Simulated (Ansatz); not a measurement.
# interstitial O in Al: hop to the nearest equivalent void, part 2 of 2

Wanted: the energy profile along the hop to the nearest equivalent void, from relaxed end points and a band of images. The host cell (fcc) has 32 atoms; the extra atom is the last.

Ansatz 0.2.0; DFT PBE+D3(BJ), plane waves, PAW, scalar-relativistic, no spin polarisation. Earlier steps stand in the parts before.

## 7. The output, continued: band between the two ends

Output, continued, cut to the lines that bear on the results:

```text
[...]
NEB image 2
[...]
NEB image 3
[...]
NEB image 4
NEB image 5
[...]
NEB iter   8: max|band force component| = 6.575e-2 eV/Å  barrier→ = 0.9897 eV  barrier← = 0.9897 eV  CI = image 3  Δτ_max = 0.0211 Å  (33 SCF iters)
[...]
NEB iter   9: max|band force component| = 6.553e-2 eV/Å  barrier→ = 0.9868 eV  barrier← = 0.9868 eV  CI = image 3  Δτ_max = 0.0148 Å  (26 SCF iters)
[...]
NEB iter  10: max|band force component| = 3.645e-2 eV/Å  barrier→ = 0.9866 eV  barrier← = 0.9866 eV  CI = image 3  Δτ_max = 0.0000 Å  (212 SCF iters)
Free energy (F): -17779.080074 eV
[...]
E sigma→0 (E₀):  -17778.906616 eV
Entropy (-TS):   -0.346917 eV (-10.513 meV/atom)
Fermi energy:    7.957277 eV
[...]
--- Forces (eV/Å), atoms counted from 1 ---
  atom   1  Al     0.00291062    -0.00859049     0.00351712
  atom   2  Al    -0.00659636     0.00000307    -0.00535066
[...]
    - { symbol: Al, position: [0.2577173832960435, 0.0005049734204965198, 0.754207152687836] }
    - { symbol: Al, position: [0.4954098663375926, 0.25370848638994326, 0.7536662560057688] }
    - { symbol: Al, position: [0.7553037935841596, 0.5145038964699012, 0.7500551553644033] }
    - { symbol: Al, position: [-0.00016436323095375056, 0.7537079994616084, 0.2496263181596716] }
    - { symbol: Al, position: [0.013566860706671338, 0.5200935650902802, 0.5100043846928505] }
    - { symbol: Al, position: [0.2631435041103855, 0.7537089968443914, 0.5024193530347332] }
    - { symbol: Al, position: [0.010026340399499775, 0.25370714348199347, 0.7492365858547614] }
    - { symbol: Al, position: [0.2577176936719633, 0.5069120856927237, 0.7542082976620218] }
    - { symbol: Al, position: [0.504048214585816, 0.7537085226515189, 0.7487596164393953] }
    - { symbol: Al, position: [0.005938659407336022, 0.7537088044257203, 0.7596397167745377] }
    - { symbol: O, position: [-0.1685000286375948, 0.253718697816257, 0.3278993001688924] }
```

It took 28 min on 4 threads of Arm Neoverse V1, shared host; peak memory 4.6 GiB.

## 8. The band, image by image

Images 0 and 6 are the ends. Energies count from image 0; the path length is the program's own measure over all atoms.

```tsv
image	path (Å)	energy (eV)	O33 x y z (Å)	band force (eV/Å)
0	0.000	0.0000	-0.98 3.07 3.01	-
1	0.451	0.2905	-1.11 2.79 2.89	0.010
2	0.901	0.7623	-1.28 2.45 2.73	0.010
3*	1.352	0.9866	-1.36 2.06 2.66	0.036
4	1.802	0.7628	-1.28 1.66 2.75	0.010
5	2.253	0.2915	-1.11 1.32 2.93	0.010
6	2.703	0.0000	-0.98 1.04 3.07	-
```

The star marks the climbing image.

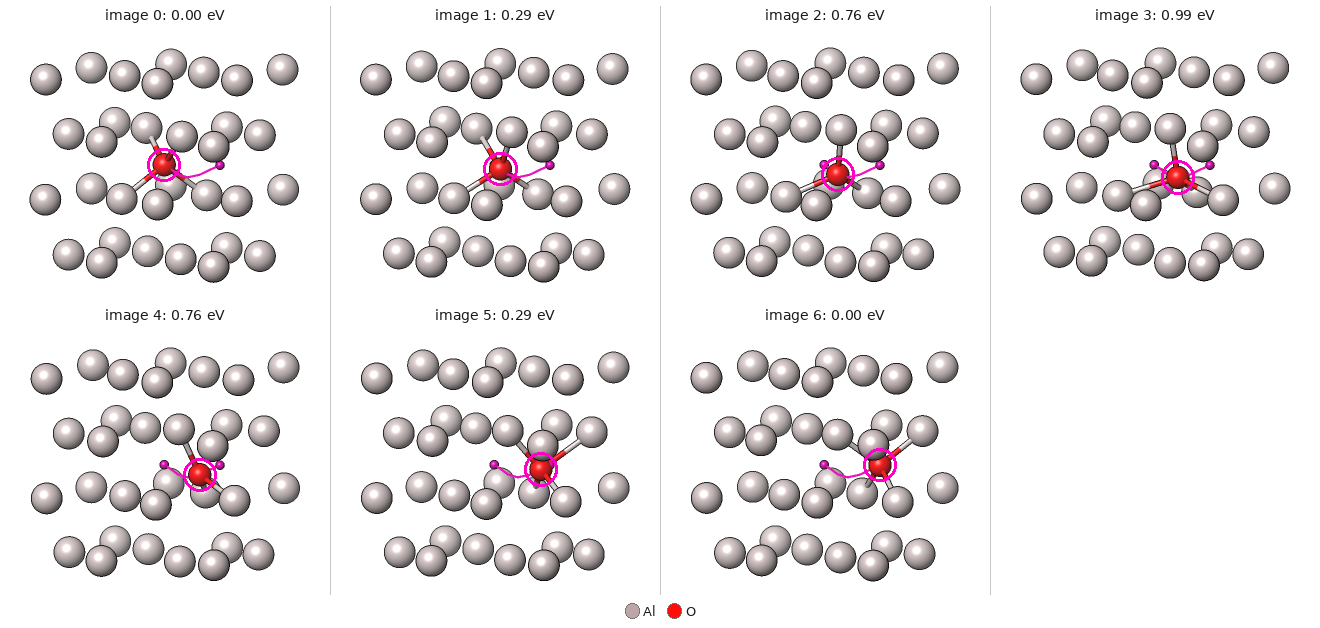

Snapshots along the band, viewed from a free direction. Ringed: O33. The magenta line is the track of the ringed atom over the whole band, with dots at its ends. Each atom of the cell is drawn once, at one copy chosen for all pictures, so bonds across the cell's faces may be missing; the others are paled. Sticks join atoms closer than a bonding distance in each image.

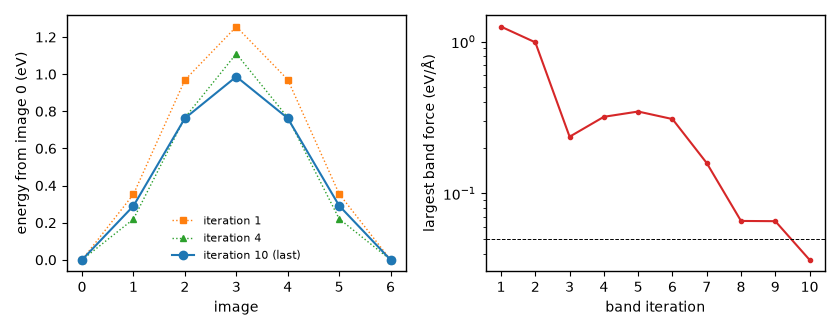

Left: energy of each image for early iterations and the last one (lines only join the points; early values far above the last band run off the scale). Right: the largest band force by iteration, with the threshold dashed.

How the highest energy settled:

```tsv
iteration	highest image above image 0 (eV)	largest band force (eV/Å)
1	1.2558	1.253
2	1.1703	0.987
3	1.1357	0.236
4	1.1102	0.319
5	1.0943	0.346
6	1.0629	0.308
7	1.0098	0.158
8	0.9897	0.066
9	0.9868	0.066
10	0.9866	0.036
```

Positions (Å) of images 0, 3, 6:

```xyz
33
Lattice="8.100 0.000 0.000 0.000 8.100 0.000 0.000 0.000 8.100" Properties=species:S:1:pos:R:3 pbc="T T T" image=0 dE=0.0000
Al    4.069    0.021   -0.039
Al    6.098    2.049   -0.052
Al    6.097    0.009    1.990
Al    0.026    0.006   -0.053
Al    2.077    2.056   -0.054
Al    4.053    4.078   -0.054
Al    6.103    6.128   -0.053
Al    2.076    0.006    1.997
Al    4.057    2.048    1.989
Al    6.019    4.162    1.913
Al    4.054    0.006    4.019
Al    6.021    1.972    4.103
Al    6.104    0.006    6.069
Al    0.035    4.087   -0.051
Al    2.062    6.115   -0.039
Al    0.111    1.974    1.913
Al    2.075    4.087    1.989
Al    4.054    6.130    1.997
Al    0.034    0.010    4.026
Al    2.075    2.050    4.025
Al    4.058    4.086    4.027
Al    6.097    6.127    4.027
Al    2.062    0.022    6.054
Al    4.055    2.056    6.068
Al    6.097    4.086    6.066
Al    0.034    6.126    1.990
Al    0.111    4.163    4.106
Al    2.077    6.129    4.020
Al    0.034    2.049    6.066
Al    2.077    4.079    6.069
Al    4.069    6.115    6.054
Al    0.026    6.130    6.070
O    -0.984    3.069    3.008
33
Lattice="8.100 0.000 0.000 0.000 8.100 0.000 0.000 0.000 8.100" Properties=species:S:1:pos:R:3 pbc="T T T" image=3 dE=0.9866
Al    4.088    0.015    0.009
Al    6.055    2.055   -0.168
Al    6.097    0.146    2.017
Al    0.005    0.060    0.008
Al    2.083    2.055   -0.067
Al    4.088    4.095    0.009
Al    6.104    6.105    0.040
Al    2.053   -0.058    2.039
Al    3.909    2.055    1.975
Al    6.097    3.964    2.017
Al    4.086    0.060    4.027
Al    6.072    2.055    4.361
Al    6.118   -0.057    6.075
Al    0.005    4.050    0.008
Al    2.043    6.105    0.004
Al    0.340    2.055    1.993
Al    2.054    4.168    2.039
Al    4.118    6.105    2.025
Al    0.110   -0.103    4.131
Al    2.046    2.055    4.103
Al    4.086    4.050    4.027
Al    6.101    6.105    4.020
Al    2.088    0.004    6.109
Al    4.013    2.055    6.105
Al    6.118    4.167    6.075
Al   -0.001    6.105    2.022
Al    0.110    4.213    4.131
Al    2.131    6.105    4.070
Al    0.081    2.055    6.069
Al    2.088    4.106    6.109
Al    4.083    6.105    6.065
Al    0.048    6.105    6.153
O    -1.365    2.055    2.656
33
Lattice="8.100 0.000 0.000 0.000 8.100 0.000 0.000 0.000 8.100" Properties=species:S:1:pos:R:3 pbc="T T T" image=6 dE=0.0000
Al    4.056    0.031    0.006
Al    6.099    2.061    0.009
Al    6.023   -0.053    1.972
Al    0.037    0.024    0.010
Al    2.080    2.053    0.006
Al    4.071    4.089    0.022
Al    6.107    6.081    0.007
Al    2.077    0.024    2.050
Al    4.059    2.061    2.049
Al    6.100    4.102    2.050
Al    4.059    0.024    4.086
Al    6.022    2.138    4.163
Al    6.100    0.024    6.127
Al    0.029    4.104    0.006
Al    2.065    6.096    0.022
Al    0.113    2.138    1.972
Al    2.079    4.103    2.057
Al    4.057    6.081    2.057
Al    0.114   -0.054    4.163
Al    2.077    2.061    4.086
Al    4.056    4.104    4.080
Al    6.099    6.084    4.086
Al    2.079    0.031    6.129
Al    4.056    2.053    6.130
Al    6.106    4.103    6.129
Al    0.036    6.083    2.049
Al    0.036    4.101    4.086
Al    2.080    6.081    4.080
Al    0.036    2.061    6.127
Al    2.064    4.088    6.115
Al    4.072    6.096    6.115
Al    0.029    6.081    6.130
O    -0.982    1.043    3.069
```

## 9. What came out

What follows sums up all 2 parts.

```
                    quantity                     value
                       end A  12 moves, 1.765 eV lower
                       end B  14 moves, 1.764 eV lower
            barrier forwards                   0.99 eV
           barrier backwards                   0.99 eV
second end relative to first                  0.000 eV
               highest image     3 of 0 to 6, climbing
             band iterations                        10
lowest curvatures at the top      -2.32 and 1.02 eV/Å²
```

**Reading.** The barrier from the first end is 0.99 eV, 38 times kT at 300 K; with a typical attempt rate of 10^13 per second that is roughly 10^-4 events a second. The ends differ by 1 meV at most. The program found one negative curvature at the climbing image, so it is a first-order saddle. A cell of 33 atoms lets the moving atom feel its images, and convergence in size and mesh was not shown.
